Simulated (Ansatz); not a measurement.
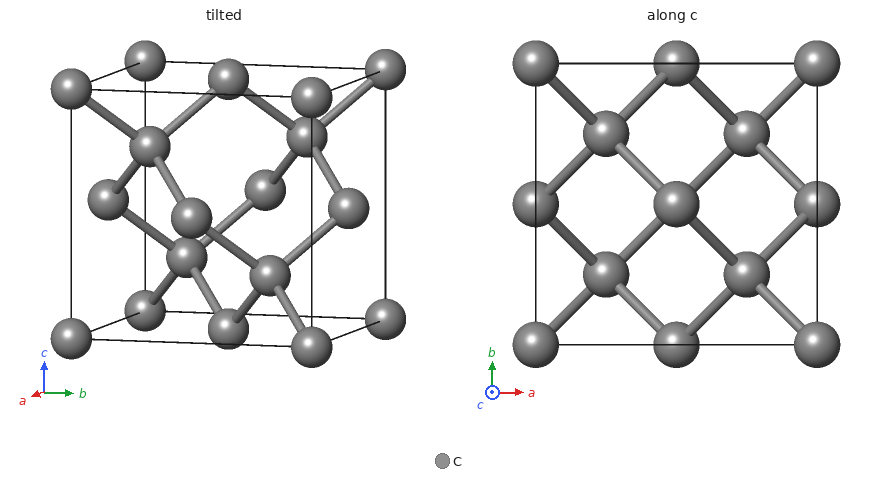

A ball-and-stick rendering, viewed slightly off an axis and along the c axis. Lines trace the edges of the conventional unit cell.

C, diamond, space group Fd-3m (No. 227), a = 3.418 Å, b = 3.418 Å, c = 3.418 Å, α = 90.00°, β = 90.00°, γ = 90.00°. The starting point was a structure type filled with this element by a generator (whether the element takes this form wasn't checked). The cell was then strained or its atoms displaced on purpose. It went into a calculation with Ansatz.

This one geometry was computed with Ansatz (DFT, plane waves, PAW) at three levels of theory: HSE06, PBE and r2SCAN. It was relaxed with r2SCAN and then strained.

> Which level gives the highest pressure at this volume, and what does that say about its equilibrium volume?

Highest: PBE (72.7 GPa), which points to the largest equilibrium volume. Lowest, with the smallest volume: HSE06 (62.9 GPa). Levels within 0.5 GPa of each other can't be told apart.

> How does the band gap change with the level of theory?

PBE: a gap of 4.43 eV, indirect; r2SCAN: a gap of 4.66 eV, indirect; HSE06: a gap of 5.62 eV, indirect.

> Collect the results in a table.

| level | cutoff (eV) | k-mesh of the run's cell | gap (eV) | pressure (GPa) |
| --- | --- | --- | --- | --- |
| HSE06 | 420 | 8×8×8 | 5.62 | 62.9 |
| PBE | 420 | 12×12×12 | 4.43 | 72.7 |
| r2SCAN | 500 | 12×12×12 | 4.66 | 68.9 |

Gaps are taken on the k-mesh or band path of each run.
